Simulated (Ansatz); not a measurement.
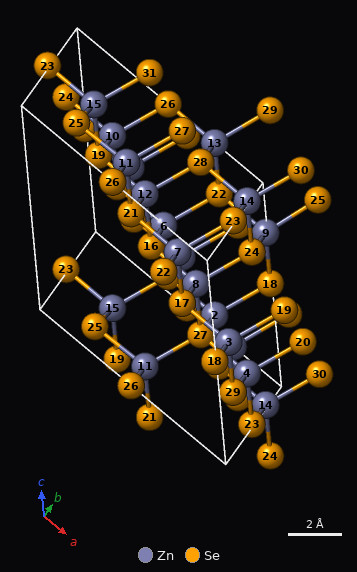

Starting structure of a defect cell of composition Zn15Se16. Style: ball-and-stick. Shown: the cell of the calculation (origin shifted), slightly off an axis.

Case: Zn vacancy (site a), charge +0, atoms relaxed at the host's cell.

Computed with DFT r2SCAN, scalar-relativistic, plane waves, PAW in Ansatz 0.2.0.

The input:
```yaml
crystal:
  lattice:
    - [5.66488508, -5.66488508, 5.66488508]
    - [5.66488508, 5.66488508, -5.66488508]
    - [-5.66488508, 5.66488508, 5.66488508]
  atoms:
    - { symbol: Zn, position: [0.5, 0.5, 0.0] }
    - { symbol: Zn, position: [0.75, 0.25, 0.0] }
    - { symbol: Zn, position: [0.0, 0.75, 0.25] }
    - { symbol: Zn, position: [0.0, 0.0, 0.0] }
    - { symbol: Zn, position: [0.25, 0.5, 0.25] }
    - { symbol: Zn, position: [0.5, 0.25, 0.25] }
    - { symbol: Zn, position: [0.75, 0.75, 0.5] }
    - { symbol: Zn, position: [0.75, 0.0, 0.25] }
    - { symbol: Zn, position: [0.0, 0.5, 0.5] }
    - { symbol: Zn, position: [0.25, 0.25, 0.5] }
    - { symbol: Zn, position: [0.5, 0.75, 0.75] }
    - { symbol: Zn, position: [0.5, 0.0, 0.5] }
    - { symbol: Zn, position: [0.75, 0.5, 0.75] }
    - { symbol: Zn, position: [0.0, 0.25, 0.75] }
    - { symbol: Zn, position: [0.25, 0.0, 0.75] }
    - { symbol: Se, position: [0.5066985804, 0.0077497516, 0.245918868], spin: 0.5 }
    - { symbol: Se, position: [0.75, 0.75, 0.25] }
    - { symbol: Se, position: [0.0, 0.5, 0.25] }
    - { symbol: Se, position: [0.25, 0.0, 0.5] }
    - { symbol: Se, position: [0.25, 0.25, 0.25] }
    - { symbol: Se, position: [0.5, 0.75, 0.5] }
    - { symbol: Se, position: [0.75, 0.5, 0.5] }
    - { symbol: Se, position: [0.0, 0.0, 0.75] }
    - { symbol: Se, position: [0.0, 0.25, 0.5] }
    - { symbol: Se, position: [0.2342559034, 0.7359047281, 0.7482634282], spin: 0.5 }
    - { symbol: Se, position: [0.5, 0.5, 0.75] }
    - { symbol: Se, position: [0.75, 0.0, 0.0] }
    - { symbol: Se, position: [0.75, 0.25, 0.75] }
    - { symbol: Se, position: [-0.0006120794, 0.7488284315, 0.003900097], spin: 0.5 }
    - { symbol: Se, position: [0.2418374171, 0.4896634656, -0.0072127138], spin: 0.5 }
    - { symbol: Se, position: [0.5, 0.25, 0.0] }
  host:
    lattice:
      - [0.0, 2.83244254, 2.83244254]
      - [2.83244254, 0.0, 2.83244254]
      - [2.83244254, 2.83244254, 0.0]
    atoms:
      - { symbol: Zn, position: [0.0, 0.0, 0.0] }
      - { symbol: Se, position: [0.25, 0.25, 0.25] }
basis:
  ecutwfc: 500
  xc_grid: 3
kpoints:
  mp_grid: { grid: [2, 2, 2], shift: [0.5, 0.5, 0.5] }
hamiltonian:
  xc: r2scan
scf:
  occupations: { method: gaussian, width: 0.01 }
output:
  forces: true
  stress: false
  eigenvalues: true
  populations: true
  charged_corrections:
    defect_position: [0.25, 0.75, 0.0]
    epsilon: [[9.4608, 0.0, 0.0], [0.0, 9.4608, 0.0], [0.0, 0.0, 9.4608]]
  write_density: true
  write_potential: true
  elf: true
  volumetric_format: npy
magnetization:
  spin_polarized: true
relax:
  adjacent_minimum: "off"
  f_tol: 0.025
  max_steps: 45
```

Command:
```bash
ansatz run input.yaml --threads 8 --pin off --max-ram 20480MiB --backend cpu --events-out ev --progress --plain --runs-dir out
```

**Where does the relaxation end?**

The energy falls by 0.217 eV per cell of the calculation in 2 accepted moves (3 points after the start). The largest force component goes from 1 to 0.016 eV/Å. 1 step only repeated the SCF at the same geometry. Se16 moves most: 0.15 Å roughly along [−1 −1 0]. By element the largest moves are Se 0.15 Å, Zn 0.06 Å. The lattice vectors keep their values. Among the contacts that change: Zn11–Se25 2.559 → 2.423 Å, Zn12–Se16 2.541 → 2.424 Å, Zn15–Se25 2.538 → 2.428 Å, Zn9–Se25 2.353 → 2.424 Å. Among the angles between lasting bonds that change: Zn6–Se16–Zn8 113.6° → 108.1°, Zn11–Se25–Zn15 103.6° → 108.0°, Se16–Zn12–Se28 108.0° → 111.7°.

After the run, drawn alike:

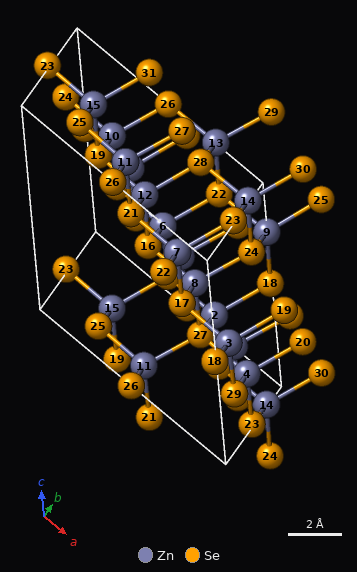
